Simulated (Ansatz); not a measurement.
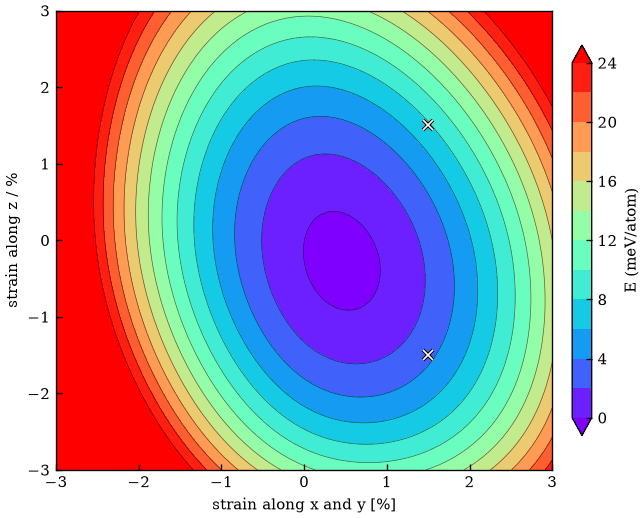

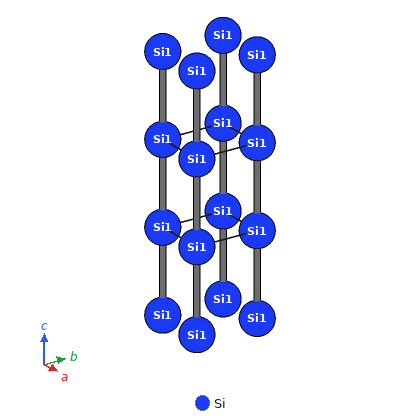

Energy landscape of Si (P6/mmm, No. 191; 1 atom in the cell). 
- The cell is strained homogeneously, by one strain along x and y and another along z, with fractional coordinates fixed (x along [1 0 0], z along [0 0 1] of the conventional cell).
- Coordinates scanned: (1) strain along x and y; (2) strain along z.
- The scan uses a 5 × 5 grid. At 2 points there is no value.
- All energies are given in meV/atom relative to the lowest grid point.
- The reference cell is the one listed in the database, not relaxed at this level.
- These are results of DFT PBEsol, scalar-relativistic, plane waves, PAW (Ansatz 0.2.0), not measurements. Settings: cutoff 420 eV, k-mesh 21×21×20 in the order of the run's cell vectors, gaussian smearing 0.15 eV, no spin polarisation.

In the figure: filled contours, crosses at grid points without a value, one colour for all values above the top of the scale. Between grid points the surface is interpolated. The second picture is the structure at the lowest point

Q: Where are the wells?

A: The lowest grid point is at strain along x and y = 0.0 %, strain along z = 0.0 %. No other kind of well shows on this grid. The highest grid point, strain along x and y = −3.0 %, strain along z = −3.0 %, lies 54.2 meV/atom above the lowest. Round the minimum the valley is somewhat tilted: raising strain along x and y shifts the best value of strain along z downwards (coupling k₁₂/√(k₁₁k₂₂) about 0.2).

The values on the grid:

| strain along z ↓, strain along x and y → | −3.0 | −1.5 | 0.0 | 1.5 | 3.0 |
| --- | --- | --- | --- | --- | --- |
| 3.0 | 39.2 | 19.1 | 12.6 | 18.1 | 34.0 |
| 1.5 | 34.0 | 11.7 | 3.6 | – | 22.4 |
| 0.0 | 33.9 | 9.7 | 0.0 | 2.6 | 16.0 |
| −1.5 | 40.2 | 14.2 | 2.6 | – | 15.8 |
| −3.0 | 54.2 | 26.1 | 12.5 | 12.1 | 23.0 |
